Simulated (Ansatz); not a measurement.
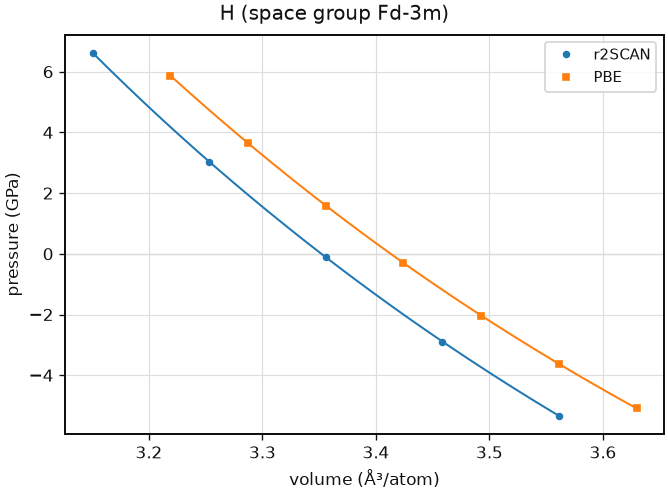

**Figure.** Pressure against volume, with one curve for each functional, for H (space group Fd-3m).

Settings that differ: r2SCAN: wave cutoff 500 eV, k mesh 19×19×19, occupation width 0.1 eV; PBE: wave cutoff 420 eV, k mesh 31×31×31, occupation width 0.0612 eV.

The fitted equilibrium volumes, smallest first, are r2SCAN 3.352, PBE 3.413 Å³/atom. The fitted bulk moduli, smallest first, are PBE 91.5, r2SCAN 96.9 GPa. For r2SCAN, the pressure falls from 6.6 GPa at volume 3.1504 Å³/atom to −5.3 GPa at 3.5613 Å³/atom, and changes sign near 3.35 Å³/atom. For PBE, the pressure falls from 5.9 GPa at volume 3.2189 Å³/atom to −5.1 GPa at 3.6298 Å³/atom, and changes sign near 3.413 Å³/atom.

Method: equation of state of a cubic crystal from periodic Kohn-Sham density functional theory without spin, third-order Birch-Murnaghan fit to the free energies; pressure corrected for the finite basis (Ansatz 0.2.0 development build).

- structure type: diamond
- atoms in cell: 2
- space group number: 227
- lattice centring: face-centred primitive
- occupation method: Fermi–Dirac
- datasets: soft-1 PAW
- density tolerance: 1e−07 eV
- bands: 5
- density cutoff ratio: 4
- search for lower states: default

Caveats: cubic model structure, not the ambient form; modest k-mesh, values are not fully converged in k (r2SCAN).
